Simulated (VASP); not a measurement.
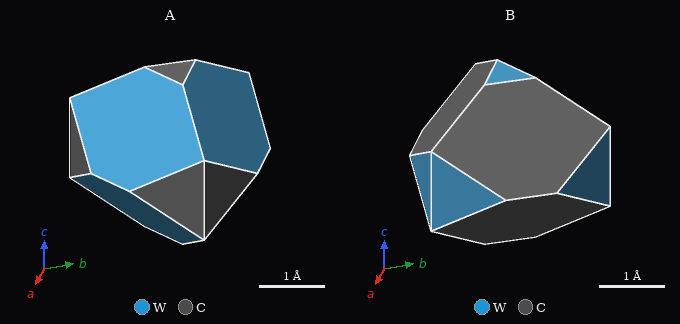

Computed Voronoi cells of the 2 sites of this structure, drawn to one scale and in one orientation; each face has the colour of the neighbour behind it.

WC, space group P-6m2 (No. 187), a = 2.884 Å, b = 2.884 Å, c = 2.816 Å, α = 90.00°, β = 90.00°, γ = 120.00°

| site | Wyckoff | x | y | z |
| --- | --- | --- | --- | --- |
| W | 1a | 0.0000 | 0.0000 | 0.0000 |
| C | 1f | 0.6667 | 0.3333 | 0.5000 |

Source: coordinates from a relaxation with VASP 6.6.1, VASP Kohn-Sham DFT of a periodic cell, PBEsol with D3(BJ), VASP PAW PBE potentials, recommended.

Question: Which cell belongs to which site?

Answer: A is C (14 faces above 1 % of the solid angle, 10.1 Å³, mostly facing W); B is W (14 faces above 1 % of the solid angle, 10.1 Å³, mostly facing C).
